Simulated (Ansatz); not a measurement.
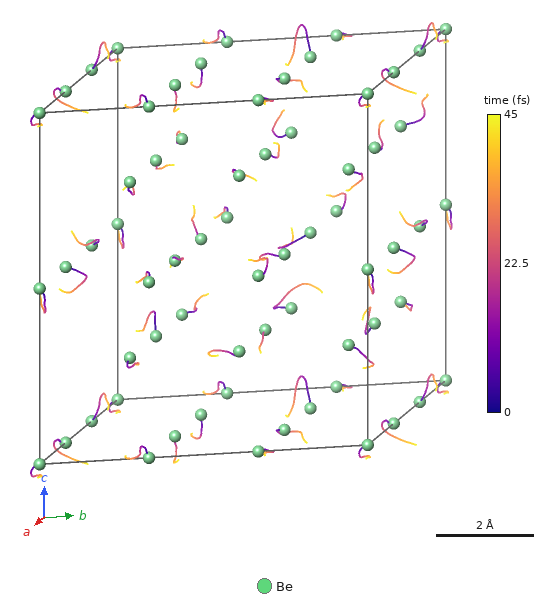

First-principles dynamics of a 36-atom cell of Be, 45 fs long. The cell was cut from the hcp crystal. Lines trace each atom's path, coloured by time; spheres stand at the starting positions. Seen slightly off an axis in the simulation cell.

Level of theory: DFT PBE, scalar-relativistic, plane waves, PAW in Ansatz 0.2.0. Run with plane-wave cutoff 420 eV; k-point mesh 2 × 2 × 2; Fermi-Dirac smearing 0.36 eV; volume 1.1 times that of the relaxed crystal; Langevin thermostat (NVT); set temperature 4200 K; time step 0.75 fs; friction 0.02 per fs.

What do the traces tell about the motion?

Answer. In the second half of the run the atoms are, in the root-mean-square, this far from where they began (common drift taken out): Be 0.50 Å. The run lasts only 45 fs, too short to tell vibration from diffusion.

Limits of the set-up: the k-point mesh is coarse for a cell with partly filled bands.

The run took 6.9 min on 1 thread of Arm Neoverse V2, with other jobs on the host, peak memory 0.68 GiB.
